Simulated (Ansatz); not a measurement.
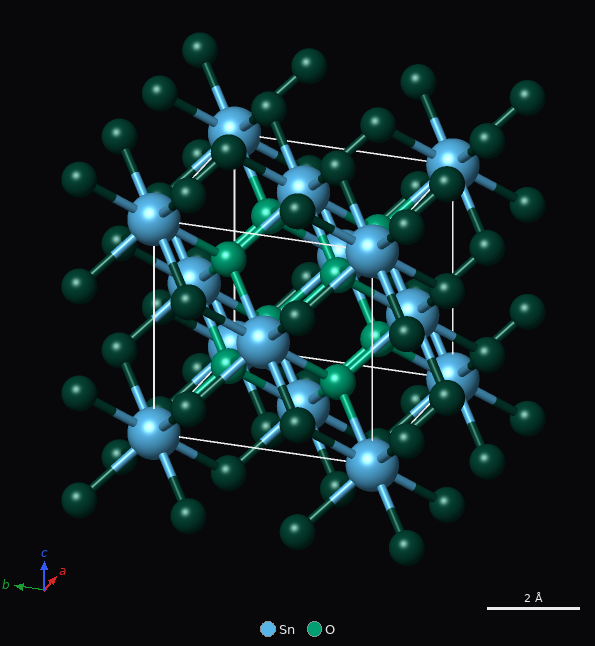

The image is a ball-and-stick drawing of a crystal, viewed from a general direction. The wireframe shows the conventional unit cell. The first bonded neighbours in the surrounding cells are also shown, in fainter colours. Cell: a = 5.067 Å, b = 5.067 Å, c = 5.067 Å, α = 90.00°, β = 90.00°, γ = 90.00°.

This is SnO₂. Space group: Fm-3m (No. 225). Lattice: face-centred cubic. Type of structure: fluorite (CaF₂ type). Atoms per cell: 12 (4 Sn, 8 O). Sn bonds to eight O in a cubic arrangement at about 2.2 Å. About every O there are four Sn in a tetrahedral arrangement at about 2.2 Å. The bonds build a three-dimensional framework.

The structure comes from a structure listed in the Materials Project, with elements exchanged, so it need not be a known form of the compound. Atoms and cell were optimised with Ansatz, DFT r2SCAN, scalar-relativistic, plane waves, PAW.
